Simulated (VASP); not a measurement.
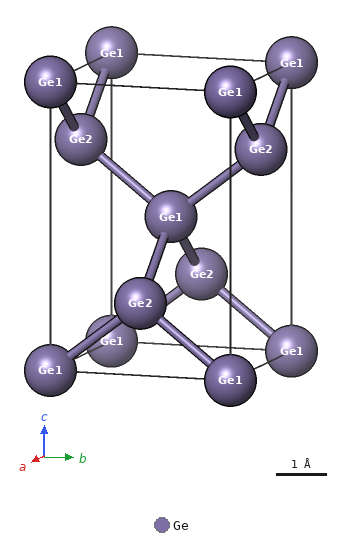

Fig. 1: The structure (ball-and-stick view of the cell 2 times as large as that of the calculation, set on its symmetry axes, seen slightly off an axis; atoms are numbered from 1 in the order of the input). Near neighbours in the crystal (not all of them lie inside the picture): Ge has 4 Ge at 2.41 Å.

# What a change does: band-structure calculation on Ge

System: Ge (I4₁/amd, 2 atoms in the cell).
Method of run A: DFT, PBE, plane waves, PAW (VASP 6.6.1).

The structure was built on a prototype by a generator. The geometry comes from this level: r2SCAN (a point of a series of strains). 

## INCAR, run A
```
ENCUT = 520.000000
SIGMA = 0.020000
EDIFF = 1.00e-07
GGA = PE
PREC = Accurate
IBRION = -1
ISIF = 2
ISMEAR = -1
NBANDS = 21
NELM = 120
NSW = 0
LASPH = .TRUE.
LCHARG = .FALSE.
LWAVE = .FALSE.
LREAL = .FALSE.
```

## KPOINTS, run A
```
KPOINTS created by Atomic Simulation Environment
0
Gamma
8 8 8
0 0 0
```

## KPOINTS_OPT, run A
```
special points
6
Reciprocal
0.0000000000 0.0000000000 0.0000000000 1
0.5000000000 0.0000000000 0.5000000000 1
0.6250000000 0.2500000000 0.6250000000 1
0.3750000000 0.3750000000 0.7500000000 1
0.5000000000 0.5000000000 0.5000000000 1
0.5000000000 0.2500000000 0.7500000000 1
```

## POSCAR, run A
```
Ge
 1.0000000000000000
     0.0000000000000000    2.6967319606000002    2.9332246577999999
     2.6967319606000002    0.0000000000000000    2.9332246577999999
     2.6967319606000002    2.6967319606000002    0.0000000000000000
 Ge
   2
Cartesian
  0.0000000000000000  0.0000000000000000  0.0000000000000000
  1.3483659802999999  1.3483659802999999  1.4666123288999997
```

Command:
```bash
mpirun -np 1 vasp_std
```

Hardware: 1 CPU thread, shared host.

## OSZICAR and lines of OUTCAR (run A)
```
N       E                     dE             d eps       ncg     rms          rms(c)
DAV:   1     0.186436495158E+03    0.18644E+03   -0.14370E+04  2833   0.371E+03
DAV:   2     0.179695133475E+02   -0.16847E+03   -0.16280E+03  2498   0.619E+02
DAV:   3    -0.809566575956E+01   -0.26065E+02   -0.25914E+02  2828   0.141E+02
DAV:   4    -0.894258843024E+01   -0.84692E+00   -0.84650E+00  2793   0.298E+01
DAV:   5    -0.895631880442E+01   -0.13730E-01   -0.13730E-01  2818   0.417E+00    0.345E+00
DAV:   6    -0.888426229528E+01    0.72057E-01   -0.24642E-02  2870   0.143E+00    0.204E+00
DAV:   7    -0.884746091322E+01    0.36801E-01   -0.56840E-02  2828   0.206E+00    0.148E-01
[...]
DAV:   1     0.197858655049E+04   -0.66109E+04      283
DAV:   2     0.985063375384E+03   -0.99352E+03      257
DAV:   3     0.832314300054E+03   -0.15275E+03      282
DAV:   4     0.827299494740E+03   -0.50148E+01      292
DAV:   5     0.827220523556E+03   -0.78971E-01      292
DAV:   6     0.827218407179E+03   -0.21164E-02      295
DAV:   7     0.827218321990E+03   -0.85189E-04      315
DAV:   8     0.827218318341E+03   -0.36494E-05      284
DAV:   9     0.827218318147E+03   -0.19365E-06      270
DAV:  10     0.827218318136E+03   -0.11061E-07      181
[... from OUTCAR:]
   NELECT =      28.0000    total number of electrons
 E-fermi :   5.7947
  free  energy   TOTEN  =        -8.8492886686 eV
  energy  without entropy=       -8.8489247758  energy(sigma->0) =       -8.84910672
```

The input of run B differs as follows (lines with − go, lines with + come):
```diff
-GGA = PE
+ALGO = Normal
+METAGGA = R2SCAN
```

What does this change do to the results?

The total energies belong to different methods, so their difference says nothing on which is more stable or more accurate. A gap of 0.16 eV opens on the mesh, where run A has none. The pressure goes from 8.63 to 5.70 GPa. The functional changes from PBE to R2SCAN. The SCF takes 17 iterations against 13.

## OSZICAR and lines of OUTCAR (run B)
```
N       E                     dE             d eps       ncg     rms          rms(c)
DAV:   1     0.169632736547E+03    0.16963E+03   -0.14711E+04  2838   0.380E+03
DAV:   2    -0.264996614021E+01   -0.17228E+03   -0.16645E+03  2493   0.635E+02
DAV:   3    -0.294118581601E+02   -0.26762E+02   -0.26607E+02  2828   0.145E+02
DAV:   4    -0.302900618713E+02   -0.87820E+00   -0.87777E+00  2803   0.307E+01
DAV:   5    -0.303047241498E+02   -0.14662E-01   -0.14662E-01  2828   0.436E+00    0.361E+00
DAV:   6    -0.276465636232E+02    0.26582E+01   -0.29875E-01  2633   0.914E+00    0.209E+00
DAV:   7    -0.276249546151E+02    0.21609E-01   -0.11031E-01  3207   0.444E+00    0.263E-01
[...]
DAV:   1     0.189469426524E+04   -0.66948E+04      283
DAV:   2     0.867376727339E+03   -0.10273E+04      257
DAV:   3     0.710081066300E+03   -0.15730E+03      287
DAV:   4     0.704948399824E+03   -0.51327E+01      287
DAV:   5     0.704864129083E+03   -0.84271E-01      297
DAV:   6     0.704861733534E+03   -0.23955E-02      295
DAV:   7     0.704861633237E+03   -0.10030E-03      318
DAV:   8     0.704861629327E+03   -0.39097E-05      281
DAV:   9     0.704861629105E+03   -0.22168E-06      268
DAV:  10     0.704861629096E+03   -0.90231E-08      196
[... from OUTCAR:]
   NELECT =      28.0000    total number of electrons
 E-fermi :   5.7486
  free  energy   TOTEN  =       -27.6238752611 eV
  energy  without entropy=      -27.6238350044  energy(sigma->0) =      -27.62385513
```

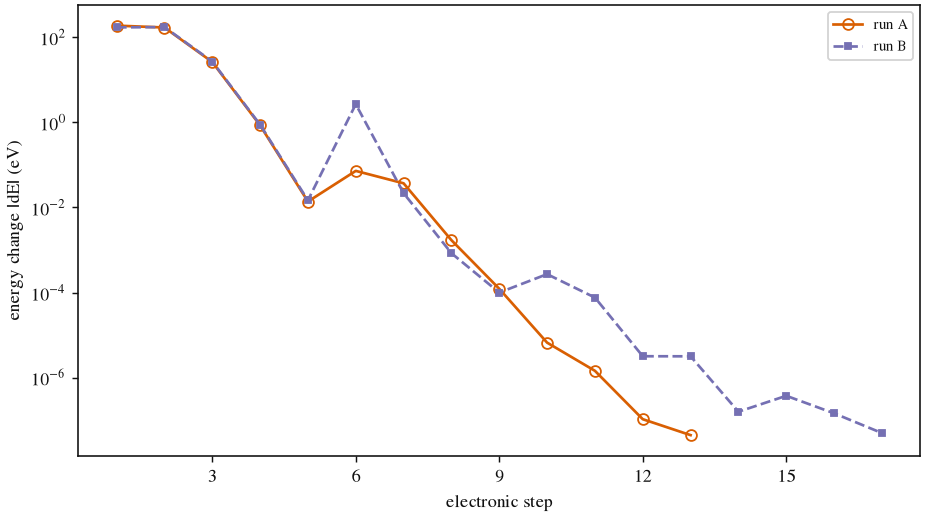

Fig. 2: Convergence of the two runs: energy change |dE| against the electronic step. Run A takes 13 steps in all, and run B takes 17.

## The two runs side by side

```tsv
quantity	run A	run B
outcome	converged	converged
free energy per atom (eV)	−4.4246	−13.8119
gap on the mesh (eV)	0.00	0.16
pressure (GPa)	8.63	5.70
largest force (eV/Å)	0.000	0.000
SCF iterations	13	17
irreducible k-points	59	59
```
